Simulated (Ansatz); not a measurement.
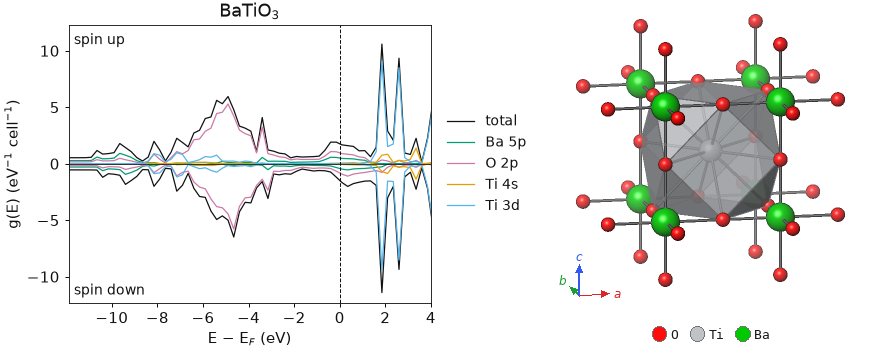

Density of states of BaTiO$_{3}$, space group Pm-3m (No. 221), 10 atoms in the cell, beside the structure. Ansatz; DFT with r2SCAN, PAW plane waves, U = 7.09 eV, J = 0.44 eV on Ti d, spin-polarised, 3×5×5 k mesh, Fermi-Dirac smearing of 0.1 eV. Energies are counted from the Fermi level. The partial curves are projected on Löwdin-orthogonalised atomic shells. Spin-down states are drawn negative.

It is a metal. The density of states at the Fermi level is about 3.2 per eV and cell (mean within 0.25 eV), or 0.32 per atom. By projected weight, the states within 0.3 eV of the Fermi level are O 2p (60 %) and Ba 5p (30 %). At the Fermi level spin up gives about 1.8 and spin down about 1.4 states per eV, a polarisation (up − down)/(up + down) of about 0.1. The two spin channels differ: the cell has a net moment of 1.2 μB, with spin up in the majority. Local moments are larger (5.2 μB in all) and partly cancel.

The cell is at 52 GPa in this functional.

Ba sits on the octahedral site here and Ti on the 12-fold one, the reverse of the real perovskite.
